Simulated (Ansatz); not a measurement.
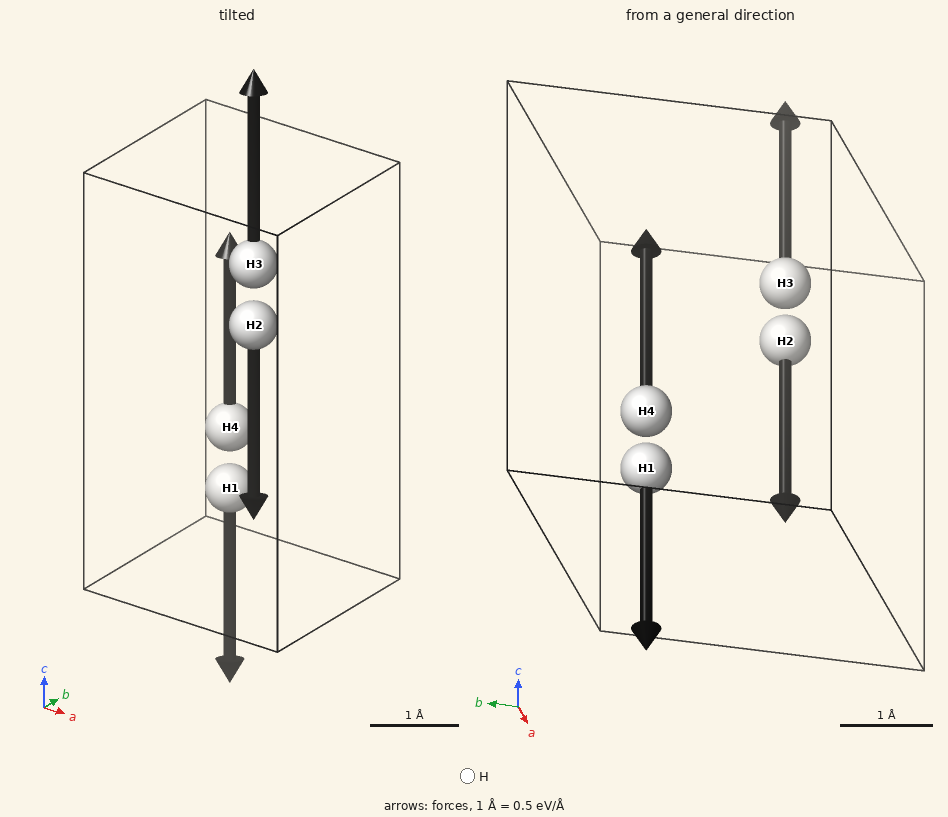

Shown here is a spheres-only view of the crystal, taken slightly off an axis and from a general direction. One simulation cell is framed, with atoms on its boundary repeated. The arrows are the computed forces on the atoms.

System: H. The numbers come from DFT PBE, scalar-relativistic, plane waves, PAW in Ansatz, using an energy cutoff of 420 eV, Brillouin-zone sampling on a 9×9×6 mesh, Gaussian smearing of 0.05 eV, no spin polarisation.

Question: Is the structure at a minimum of the energy?

Answer: No. The atoms still feel forces of up to about 1 eV/Å, far above a usual threshold of 0.01 to 0.03 eV/Å.

Question: Which atom has the biggest force on it?

Answer: All H atoms, about 1 eV/Å.

Source of the structure: a structure listed in the Materials Project. The cell was then strained or its atoms displaced on purpose. It went into a calculation with Ansatz.
